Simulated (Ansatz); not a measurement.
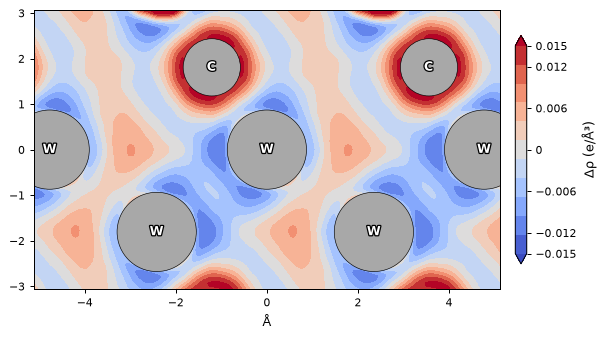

W₂C. Difference of the valence pseudo-densities of two functionals at the same geometry, on the (110) plane of the calculation cell: one of PBEsol and r2SCAN less the other.

Both computed with Ansatz (plane waves, PAW), on the same k-point mesh. Grey discs cover the atomic cores.

> Which was subtracted from which, and what does the map show?

It is r2SCAN less PBEsol. Against PBEsol, r2SCAN gives less density around W (−0.005 e/Å³ on average at 1.1 Å from the nucleus) and more density around C (+0.012 e/Å³ on average at 0.8 Å from the nucleus).
